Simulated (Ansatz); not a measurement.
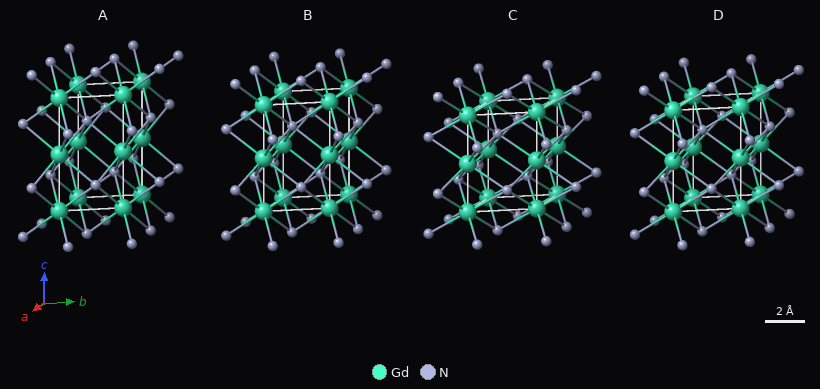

4 geometries from one relaxation of crystalline GdN (built on the NiAs type) (coarse preliminary run), in shuffled order. Style: ball-and-stick. Shown: the cell of the calculation, slightly off an axis.

Theory: Ansatz, DFT PBE+U, scalar-relativistic, plane waves, PAW. (plane-wave cutoff 420 eV; k-point mesh 6 × 6 × 4; occupations gaussian; smearing width 0.05 eV; U Gd 6.0 eV; collinear spin; cell relaxed at fixed volume; force threshold 0.04 eV/Å; at most 40 steps)

Question: Put them in the order of the run, from the start to the converged end.

Answer: C, D, B, A. They are steps 0, 1, 2, 7, at +601 meV per atom, +293 meV per atom, +99.1 meV per atom relative to the last. The atoms keep their places relative to the cell (all moves are under 0.005 Å). The drawn cell changes at constant volume: a = b 3.704 → 3.427 Å (−7.5 %), c 5.163 → 6.033 Å (+16.9 %). Some distances before and after: Gd–Gd 2.581 → 3.017 Å, Gd–Gd 3.704 → 3.427 Å, Gd–N 2.498 → 2.488 Å. Bond angles that change, for instance: Gd–N–Gd 62.2° → 74.6°, Gd–N–Gd 95.7° → 87.1°, N–Gd–N 84.3° → 92.9°. The space group stays P6_3/mmc (No. 194). The energy falls by 601 meV per atom in 5 accepted moves (7 points after the start). All forces vanish by symmetry, so only the cell relaxes. Pressure: 8.71 GPa at the start and 6.30 GPa at the end. The SCF was repeated twice at an unchanged geometry on a basis and grid sized afresh for the cell, which shifted the energy by 13.9 meV per atom at most. The run took 23 s on 2 threads of Arm Neoverse V2, on a shared host, peak memory 0.43 GiB.
